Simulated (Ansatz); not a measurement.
## Electronic structure of TiCo in real space

The calculation's input:

```
crystal:
  lattice:
    - [2.9385037636, 0.0, 0.0]
    - [0.0, 2.9385037636, 0.0]
    - [0.0, 0.0, 2.9385037636]
  atoms:
    - { symbol: Ti, position: [0.0, -0.0680618492, 0.0] }
    - { symbol: Co, position: [0.5, 0.5552815199, 0.5], spin: 0.75 }
basis:
  ecutwfc: 420
kpoints:
  mp_grid: { grid: [20, 20, 20] }
hamiltonian:
  xc: pbesol
scf:
  occupations: { method: gaussian, width: 0.15 }
output:
  forces: true
  stress: true
  eigenvalues: true
  populations: true
  write_density: true
  write_potential: true
  elf: true
  volumetric_format: npy
magnetization:
  spin_polarized: true
```

Run with:

```sh
ansatz run input.yaml --threads 2 --pin off --max-ram 5120MiB --backend cpu --events-out ev --progress --plain --runs-dir out
```

Below, planes, directions and counts refer to the conventional cell (a = 2.94 Å, b = 2.94 Å, c = 2.94 Å, α = 90.00°, β = 90.00°, γ = 90.00°).

Space group P4mm; a structure from a database of computed crystals, not necessarily the ambient phase; not relaxed (largest force 1.5 eV/Å); computed pressure about 6 GPa in this cell; spin-polarised.

All numbers below come from Ansatz, DFT PBEsol, scalar-relativistic, plane waves, PAW.

In a PAW calculation such maps are meaningful between the atoms, not at the nuclei.

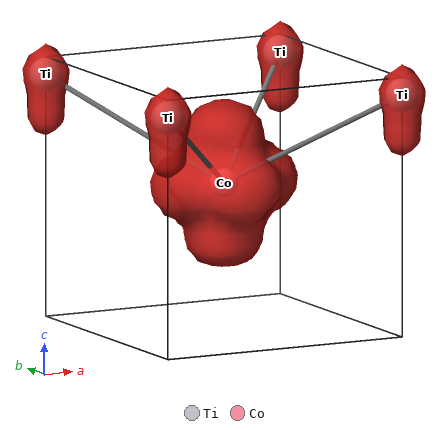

Figure 1. Isosurface of the spin density at +0.03 e/Å³ (red), seen at an oblique angle. Sticks mark near contacts.

### Where is the spin, and how is it ordered?

The spin density sits on Co: +0.3 μB in one cell of 2 atoms: parallel main moments, as they must be, since the calculation's own cell holds one magnetic site. The cell of the calculation (2 atoms) carries 0.4 μB of net spin moment.

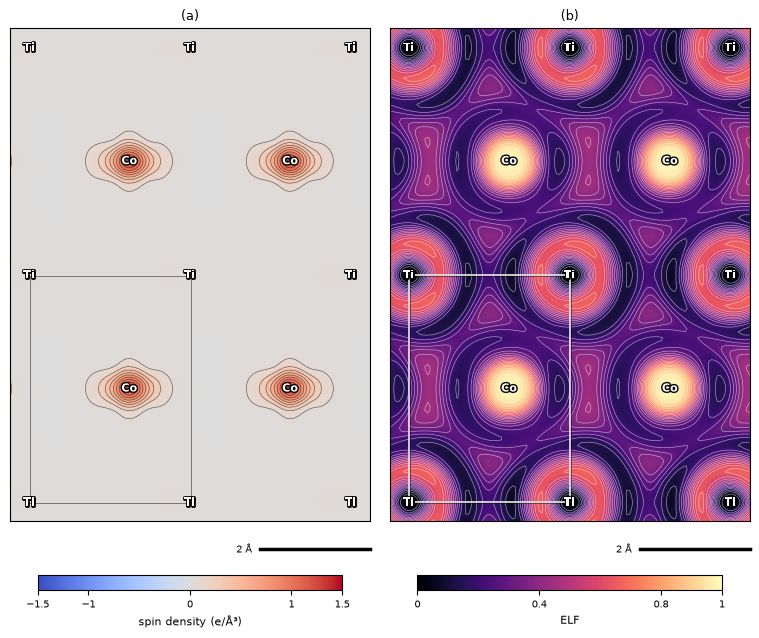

Figure 2. (a) magnetisation density (up minus down); (b) electron localisation function on the (11̄0) plane of the conventional cell.

### Interpret the plot.

- The section cuts through Ti and Co sites.
- Ti–Co (2.35 Å): the ELF is about 0.25 at the midpoint: no shared electron pair shows on this line.
- The features right at Ti and Co lie inside the PAW spheres, where the map follows smoothed inner orbitals and isn't to be read closely.

### Does the calculation give a band gap?

It is gapless in this calculation (a metal or semimetal).
